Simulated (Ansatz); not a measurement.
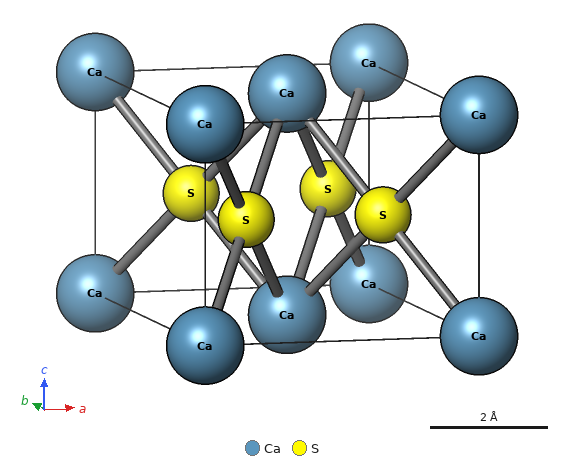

The figure gives a ball-and-stick picture of the atoms, viewed slightly off an axis. The conventional unit cell is drawn as a box. Cell: a = 4.87 Å, b = 7.30 Å, c = 3.84 Å, α = 90.00°, β = 90.00°, γ = 90.00°.

The starting point was a structure type filled with these elements by a generator (whether the compound takes this form wasn't checked). Earlier steps of the study may have refined or changed the cell and positions. It was run through Ansatz as a DFT input.

Question: Describe the arrangement of the atoms.

Answer: Formula: CaS2. It belongs to space group Cmmm (No. 65) and has a base-centred orthorhombic lattice. Atoms per cell: 6 (2 Ca, 4 S). The neighbours of Ca are eight S at about 2.9 Å. The neighbours of S are four Ca in a distorted square planar arrangement at about 2.9 Å. The bonds build a three-dimensional framework.

Method used: DFT PBE, scalar-relativistic, plane waves, PAW in Ansatz 0.2.0. It ran with 420 eV cutoff, k-points about 0.14 Å⁻¹ apart, Gaussian smearing of 0.1 eV, no spin polarisation.

Question: What does the calculation say: metal or gapped?

Answer: A metal: bands cross the Fermi level.

Question: List the Bader charges.

Answer: Ca +1.49 e; S -0.75 e.

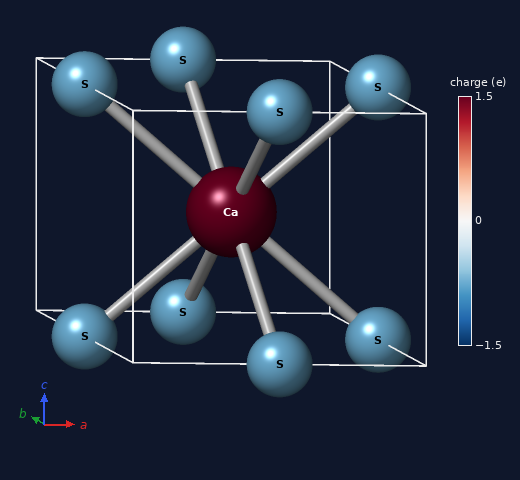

The atoms coloured by those charges. The run's cell of 3 atoms is drawn, so axes and origin can differ from the first picture.

Question: Has the structure come to rest?

Answer: Yes. All forces vanish to within 0.01 eV/Å. The pressure is 0.0 GPa, close to zero.
